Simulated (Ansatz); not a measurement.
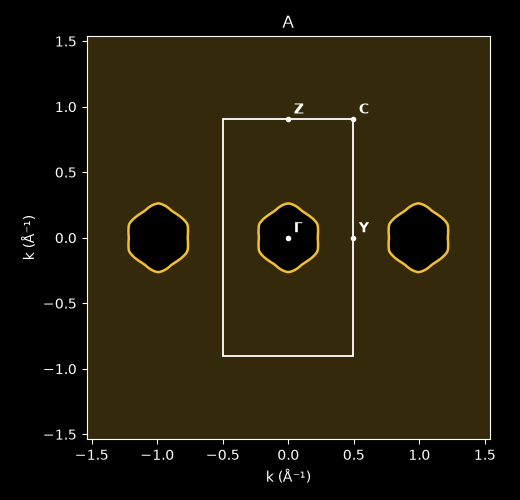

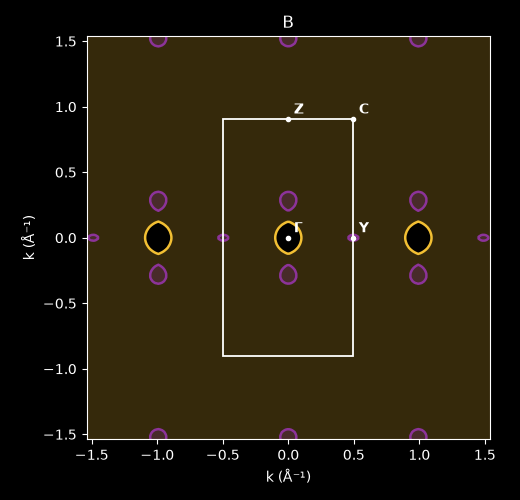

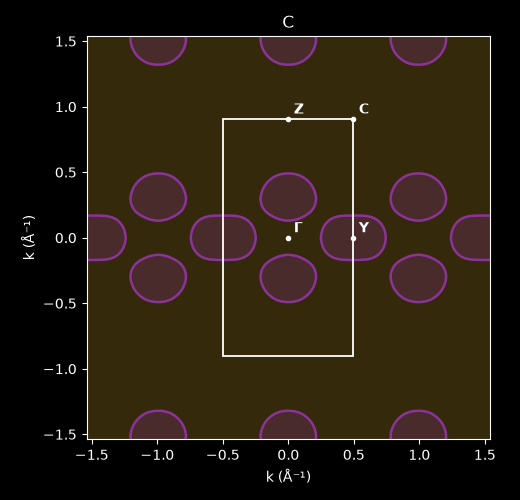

Constant-energy contours of one free-standing Te2Mo layer cut from the bulk crystal (space group of the slab cell P2_1/m) at the Fermi level, 0.25 eV below it and 0.25 eV above it, in shuffled order (rigid bands, one colour a band; states under the level are shaded).

Computed with DFT PBE, spin-orbit coupling, plane waves, PAW; levels and slopes on a k mesh at the converged density (Ansatz 0.2.0). Non-magnetic. With an inversion centre and no moment every band is doubly degenerate; a pair is shown and named once. Mesh 10×18×1, interpolated with the band slopes. Cell and positions as given, without relaxation (largest force 0.4 eV/Å).

Order the panels by energy.

Answer. A lies 0.25 eV below, B is the Fermi surface and C lies 0.25 eV above: electron regions grow and hole regions shrink with energy.

What does the calculation give for the electrons per cell that each shift takes, and for the density of states?

Answer. Lowering the level removes 0.20 electrons per primitive cell and raising it adds 0.42. The density of states goes from 0.84 through 1.6 to 2.4 states/eV.

The mesh is coarse (steps of 0.10 Å⁻¹). Necks and pockets thinner than about two mesh steps aren't resolved, so separate pockets may in truth be joined.
